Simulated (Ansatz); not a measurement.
# Geometry relaxation, with input and output: WSi6 (part 5 of 5)

The same run, continued: WSi6 (slab, 7 atoms in the cell); DFT PBEsol, scalar-relativistic, plane waves, PAW, spin-polarised (Ansatz 0.2.0); cutoff 420 eV, 9×9×1 k-mesh, Gaussian smearing of 0.05 eV, collinear spins. The structure derives from a Materials Project entry. The input holds or restrains some coordinates. Forces given for the steps count only the free coordinates. It belongs to a series of runs on one base structure; here: W put at a hollow Si-Si site.

Geometry of the input (Å; fractional positions):
```
3.8249  0.0000  0.0000
-1.9124  3.3125  0.0000
0.0000  0.0000  26.1211
Si 0.6667  0.3333  0.3254
Si 0.3333  0.6667  0.3559
Si 0.3333  0.6667  0.4465
Si 0.6667  0.3333  0.4756
Si 0.6667  0.3333  0.5673
Si 0.3333  0.6667  0.5929
W  0.0000  0.0000  0.6550
```

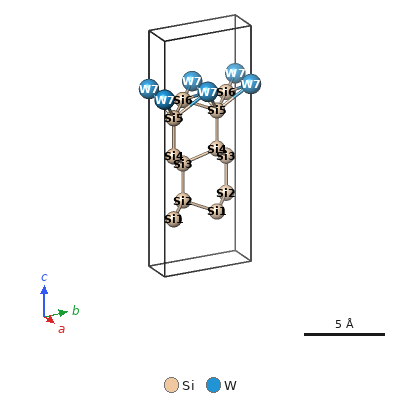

*The geometry at step 4 of the log (ball-and-stick view of the 1 × 2 repeat of the cell, with the vacuum cut short, seen slightly off an axis; atoms are numbered from 1 in the order of the input).*

### Log, continued
```
relax step   8: F+E_penalty+E_count = -13980.51127855 eV  Δ(F+E_penalty+E_count) = -1.522e-4 eV  max|allowed force component| = 5.707e-3 eV/Å  Δτ_max = 0.0043 Å  (6 SCF iters, accepted)
WARN: The output density's exchange-correlation potential varies sharply where the density is thin. Do not read a vacuum level from v_tot or v_xc, or from such a field of the output density. On a cell that repeats whose density bears no net charge and no dipole along the vacuum's axis use v_es (v_loc + v_h of the components); under efield.dipole_correction with no amplitude use v_es + v_field, which holds any external_charges[].barrier, or the levels of the report's work_function block, which leave it out; under a non-zero efield.amplitude the vacuum is tilted and has no level; on a cell that repeats and bears such a dipole with no correction it is tilted too, and efield.dipole_correction with no amplitude gives each side of its ramp a level where efield: is served; in a cell that repeats whose density bears a net charge (total_charge, or a fill off its count) it is curved and has none; of a slab under crystal.periodic whose density bears no net charge use v_es, which has a level on each side, short of where the two are joined; of another it falls or rises all the way out and has none; of a slab beside external_charges read slab_vacuum_level instead, which it has where they leave it neutral. The grid or the basis barely resolves most such structure, and the values can differ between equally converged runs; as a rule a tighter scf.convergence.dr2_threshold does not remove it. Where the density itself ripples (under the LDA too) a higher basis.ecutwfc lessens it. The files hold the spikes' plane waves up to the density's cutoff. Files: v_tot_of_output_density and the like, and their columns of v_z.tsv (output.write_potential); v_xc_of_output_density and the like, and their columns of v_comp_z.tsv (output.write_potential_components). Measured: with its Gaussian average of σ = 0.25 Å subtracted twice, the exchange-correlation potential is over 0.1 eV at 23 of the grid points where the equally averaged density (valence and model cores) is under 1e-3 e/Å³, and 0.247 eV at the most among them, at an averaged density of 6.1e-9 e/Å³. The input density's (outcome.potential() and, of a run that writes arrays, v_tot and v_xc) is over 0.1 eV, so measured, at 93 points of its own thin density, 1.51 eV at the most. See output.write_potential in the manual, Limitations
SCF converged after 6 iterations
Magnetization: -0.2941 μB (18.8529 up, 19.1471 down)
Absolute magnetization: 1.5690 μB (∫|ρ↑−ρ↓|, with the PAW one-centre terms)
Spin contamination: 0.6105 ħ² per cell (⟨S²⟩ above its minimum at these occupations)
Per-site moments (μB) at R_I (Å): [(-0.21245553312121132, 0.968411702367447), (-0.03159331236631571, 0.968411702367447), (-0.051859250128361484, 0.9664891886714738), (-0.01597007355010404, 0.9636125737450961), (-0.01801070066407453, 0.9636125737450961), (0.011196706510454705, 0.9400087106140692), (0.25659243810632043, 0.9400087106140692)]
Free energy (F): -13980.511279 eV
Harris-Foulkes:  -13980.511279 eV  (|F-HF|=1.91e-9)
Internal energy: -13980.505432 eV  (E = F + TS)
E sigma→0 (E₀):  -13980.508355 eV
Entropy (-TS):   -0.005846 eV (-0.835 meV/atom)
Fermi energy:    0.669402 eV
Dipole field:    D = 0.016505 V/Å  (p = 0.030186 e·Å, saw-weighted, corrected)
Work function:   Φ+ = 4.3012 eV   Φ− = 4.7324 eV
Levels:          The Fermi level and band energies are counted from a zero that moves with the ramp; work functions are not
--- Per-component energies (eV) ---
  E_band       = -488.683598
  E_kinetic    = 703.170018
  E_local      = -19203.234370  (includes V_loc(G=0)·N_el)
  E_nonlocal   = 164.216533
  E_hartree    = 9256.388832
  E_xc         = -594.661113
  E_vxc        = -521.280726  (∫ρ·V_xc dr)
  E_paw        = -11431.310069  (= ΣΔE_a)
  E_vpaw       = -143.834582  (= ΣTr[D̂ρ^β])
  E_aug_tail   = -0.000034  (compensation charges beyond the density's cutoff)
  E_efield     = 0.000249  (sawtooth field / dipole correction)
  E_vefield    = -0.489858  (∫n·V_field dr)
  E_ewald      = 7124.513364
  E_core_change = 0.411156  (= ΣΔE_core)
  E_smearing   = -0.005846  (= −TS)
  E_closure    = 0.000000  (closes the sum)
  Σ components = -13980.511279   (vs F -13980.511279, Δ=0.00e0)
--- Forces (eV/Å), atoms counted from 1 ---
  atom   1  Si     0.00000000     0.00000000     0.43287415
  atom   2  Si     0.00000000    -0.00000000    -0.64697665
  atom   3  Si     0.00000000    -0.00000000     0.21657017
  atom   4  Si     0.00000000     0.00000000    -0.00570691
  atom   5  Si     0.00000000     0.00000000    -0.00561691
  atom   6  Si     0.00000000     0.00000000     0.00446241
  atom   7  W      0.00000000     0.00000000     0.00446066
  max |Σ_I F_I| component: 6.69e-5 eV/Å
--- Band table (eV; the first three rows and the last of 24) ---
  k-point 0 ↑: bands = ["-72.6392", "-37.1726", "-37.0427", "-37.0427", "-11.8278", "-10.7411", "-9.5705", "-6.1382", "-3.8977", "-3.8977", "-3.8868", "-1.1785", "-0.7621", "-0.7621", "-0.2781", "-0.2781", "-0.1410", "0.5791", "0.5791", "1.2343", "1.6799", "2.6272", "2.9627", "2.9627", "3.7107", "3.7107", "3.8536", "4.4994"]
  k-point 1 ↑: bands = ["-72.6390", "-37.1719", "-37.0496", "-37.0443", "-11.6604", "-10.5914", "-9.4218", "-6.0489", "-4.3603", "-3.8061", "-3.7782", "-1.4998", "-1.3231", "-0.9165", "-0.8692", "-0.5094", "-0.2314", "0.1808", "0.3248", "1.1496", "2.2103", "2.8744", "3.1264", "3.3080", "3.8511", "4.0675", "4.1182", "4.5600"]
  k-point 2 ↑: bands = ["-72.6387", "-37.1698", "-37.0669", "-37.0483", "-11.1767", "-10.1510", "-8.9839", "-6.0675", "-5.0443", "-3.8177", "-3.5995", "-2.7006", "-2.3787", "-1.6123", "-1.1524", "-0.7805", "-0.7801", "-0.1644", "0.5012", "1.0484", "2.1869", "2.9212", "3.2042", "3.2166", "3.6431", "4.6023", "4.7624", "4.9213"]
  k-point 11 ↓: bands = ["-72.4733", "-36.9098", "-36.9032", "-36.8490", "-8.7492", "-8.2835", "-7.9899", "-7.0859", "-6.5542", "-6.0984", "-5.1370", "-3.9604", "-3.0105", "-2.8424", "-2.7436", "-1.8775", "-0.9456", "-0.1096", "0.0832", "1.6186", "1.7694", "2.4482", "2.7590", "3.5105", "3.9296", "4.2341", "5.6369", "6.3088"]
--- Relaxed structure (8 steps of the walk, 8 accepted, 0 SCFs on fresh bases) ---
  F+E_penalty+E_count = -13980.51127855 eV   max|allowed force component| = 5.707e-3 eV/Å
  atoms:
    - { symbol: Si, position: [0.6666666666666667, 0.33333333333333337, 0.32540703390000003] }
    - { symbol: Si, position: [0.33333333333333337, 0.6666666666666667, 0.3559122529] }
    - { symbol: Si, position: [0.33333333333333337, 0.6666666666666667, 0.44646421000000003] }
    - { symbol: Si, position: [0.6666666666666667, 0.33333333333333337, 0.47643966842440594] }
    - { symbol: Si, position: [0.6666666666666667, 0.33333333333333337, 0.5658703448982471] }
    - { symbol: Si, position: [0.33333333333333337, 0.6666666666666667, 0.5990246399411908] }
    - { symbol: W, position: [8.09144928162398e-34, 1.618289856324796e-33, 0.6205580401915984] }
--- Löwdin populations: 7 sites ---
  site symbol       q [e]    m [muB]
     0     Si      3.9397    -0.6891
     1     Si      3.9771    -0.0081
     2     Si      3.9660    -0.1227
     3     Si      3.9820    -0.0306
     4     Si      3.7921    -0.0362
     5     Si      3.9160     0.0302
     6      W     13.9874     0.5601
  spilling = 0.011568 (of n_electrons = 38.000000)
```

### File populations.tsv
```
# site	symbol	l	j	q_up	q_dn
# orbitals = lowdin
# n_electrons = 38.000000
# spilling = 0.011568
0	Si	0_3S	-	0.621406	0.708496
0	Si	1_3P	-	1.003901	1.605935
1	Si	0_3S	-	0.594904	0.594465
1	Si	1_3P	-	1.389597	1.398148
2	Si	0_3S	-	0.590633	0.612490
2	Si	1_3P	-	1.330991	1.431882
3	Si	0_3S	-	0.591856	0.600075
3	Si	1_3P	-	1.383830	1.406258
4	Si	0_3S	-	0.547225	0.555736
4	Si	1_3P	-	1.330733	1.358397
5	Si	0_3S	-	0.541646	0.544045
5	Si	1_3P	-	1.431471	1.398862
6	W	0_5S	-	0.967915	0.968030
6	W	0_6S	-	0.323746	0.255207
6	W	1_5P	-	2.979542	2.978095
6	W	2_5D	-	3.002590	2.512324
```

### Trajectory as extended XYZ (Å, eV, eV/Å), 8 frames, from step=1 to step=8
```
7
Lattice="3.8249 0.0000 0.0000 -1.9124 3.3125 0.0000 0.0000 0.0000 26.1211" Properties=species:S:1:pos:R:3:forces:R:3 step=1 energy=-13978.47021
Si    1.9124    1.1041    8.5000    0.0000   0.0000   0.4607
Si    0.0000    2.2083    9.2968    0.0000   0.0000  -0.4778
Si    0.0000    2.2083   11.6622    0.0000   0.0000  -0.0368
Si    1.9124    1.1041   12.4243    0.0000   0.0000   0.0518
Si    1.9124    1.1041   14.8176    0.0000   0.0000   0.7653
Si    0.0000    2.2083   15.4882    0.0000   0.0000   2.5254
W     0.0000    0.0000   17.1082    0.0000   0.0000  -3.2886
7
Lattice="3.8249 0.0000 0.0000 -1.9124 3.3125 0.0000 0.0000 0.0000 26.1211" Properties=species:S:1:pos:R:3:forces:R:3 step=2 energy=-13979.35055
Si    1.9124    1.1041    8.5000    0.0000   0.0000   0.5145
Si    0.0000    2.2083    9.2968    0.0000   0.0000  -0.5488
Si    0.0000    2.2083   11.6622    0.0000   0.0000   0.2003
Si    1.9124    1.1041   12.4448    0.0000   0.0000   0.3631
Si    1.9124    1.1041   14.8734    0.0000   0.0000   0.6161
Si    0.0000    2.2083   15.6000    0.0000   0.0000   1.5680
W     0.0000    0.0000   16.9133    0.0000   0.0000  -2.7141
7
Lattice="3.8249 0.0000 0.0000 -1.9124 3.3125 0.0000 0.0000 0.0000 26.1211" Properties=species:S:1:pos:R:3:forces:R:3 step=3 energy=-13979.92332
Si    1.9124    1.1041    8.5000    0.0000   0.0000   0.4836
Si    0.0000    2.2083    9.2968    0.0000   0.0000  -0.5854
Si    0.0000    2.2083   11.6622    0.0000   0.0000   0.4732
Si    1.9124    1.1041   12.4766    0.0000   0.0000   0.4424
Si    1.9124    1.1041   14.9202    0.0000   0.0000   0.2715
Si    0.0000    2.2083   15.6731    0.0000   0.0000   0.9830
W     0.0000    0.0000   16.7183    0.0000   0.0000  -2.0695
7
Lattice="3.8249 0.0000 0.0000 -1.9124 3.3125 0.0000 0.0000 0.0000 26.1211" Properties=species:S:1:pos:R:3:forces:R:3 step=4 energy=-13980.30474
Si    1.9124    1.1041    8.5000    0.0000   0.0000   0.4292
Si    0.0000    2.2083    9.2968    0.0000   0.0000  -0.5756
Si    0.0000    2.2083   11.6622    0.0000   0.0000   0.6970
Si    1.9124    1.1041   12.5113    0.0000   0.0000   0.2544
Si    1.9124    1.1041   14.9445    0.0000   0.0000  -0.2146
Si    0.0000    2.2083   15.7224    0.0000   0.0000   0.8265
W     0.0000    0.0000   16.5234    0.0000   0.0000  -1.4156
7
Lattice="3.8249 0.0000 0.0000 -1.9124 3.3125 0.0000 0.0000 0.0000 26.1211" Properties=species:S:1:pos:R:3:forces:R:3 step=5 energy=-13980.46563
Si    1.9124    1.1041    8.5000    0.0000   0.0000   0.4256
Si    0.0000    2.2083    9.2968    0.0000   0.0000  -0.5561
Si    0.0000    2.2083   11.6622    0.0000   0.0000   0.7292
Si    1.9124    1.1041   12.5240    0.0000   0.0000  -0.0555
Si    1.9124    1.1041   14.9270    0.0000   0.0000  -0.6816
Si    0.0000    2.2083   15.7840    0.0000   0.0000  -0.0778
W     0.0000    0.0000   16.3285    0.0000   0.0000   0.2161
7
Lattice="3.8249 0.0000 0.0000 -1.9124 3.3125 0.0000 0.0000 0.0000 26.1211" Properties=species:S:1:pos:R:3:forces:R:3 step=6 energy=-13980.50683
Si    1.9124    1.1041    8.5000    0.0000   0.0000   0.4238
Si    0.0000    2.2083    9.2968    0.0000   0.0000  -0.6755
Si    0.0000    2.2083   11.6622    0.0000   0.0000   0.0297
Si    1.9124    1.1041   12.4114    0.0000   0.0000   0.3103
Si    1.9124    1.1041   14.7616    0.0000   0.0000  -0.1203
Si    0.0000    2.2083   15.6241    0.0000   0.0000   0.0103
W     0.0000    0.0000   16.1862    0.0000   0.0000   0.0180
7
Lattice="3.8249 0.0000 0.0000 -1.9124 3.3125 0.0000 0.0000 0.0000 26.1211" Properties=species:S:1:pos:R:3:forces:R:3 step=7 energy=-13980.51113
Si    1.9124    1.1041    8.5000    0.0000   0.0000   0.4318
Si    0.0000    2.2083    9.2968    0.0000   0.0000  -0.6505
Si    0.0000    2.2083   11.6622    0.0000   0.0000   0.1951
Si    1.9124    1.1041   12.4409    0.0000   0.0000   0.0630
Si    1.9124    1.1041   14.7822    0.0000   0.0000  -0.0486
Si    0.0000    2.2083   15.6470    0.0000   0.0000   0.0098
W     0.0000    0.0000   16.2106    0.0000   0.0000  -0.0003
7
Lattice="3.8249 0.0000 0.0000 -1.9124 3.3125 0.0000 0.0000 0.0000 26.1211" Properties=species:S:1:pos:R:3:forces:R:3 step=8 energy=-13980.51128
Si    1.9124    1.1041    8.5000    0.0000   0.0000   0.4329
Si    0.0000    2.2083    9.2968    0.0000   0.0000  -0.6470
Si    0.0000    2.2083   11.6622    0.0000   0.0000   0.2166
Si    1.9124    1.1041   12.4451    0.0000   0.0000  -0.0057
Si    1.9124    1.1041   14.7812    0.0000   0.0000  -0.0056
Si    0.0000    2.2083   15.6472    0.0000   0.0000   0.0045
W     0.0000    0.0000   16.2097    0.0000   0.0000   0.0045
```

### Key numbers

- outcome: converged under the restraints of the input
- electrons treated: 38
- free energy: −13980.5113 eV
- work function, top face: 4.30 eV
- work function, bottom face: 4.73 eV
- Fermi energy: 0.669 eV
- gap on the k-point mesh: none (metallic)
- net moment of the cell: −0.29 μB
- integrated absolute moment: 1.57 μB
- final volume: 330.95 Å³
- work function (upper face): 4.30 eV
- largest force (length of the vector) at the end, held atoms and coordinates included: 0.647 eV/Å
- hardware: 1 thread of Intel Xeon (Granite Rapids), 32 GiB of memory available, shared host
- wall time: 5.8 min
- peak memory: 0.67 GiB

### Remarks

The electronic state found may not be the lowest one. Notes on the run: the magnetisation did not meet its threshold; the exchange-correlation potential is rough where the density is thin. Spin–orbit coupling is left out, which matters for W.
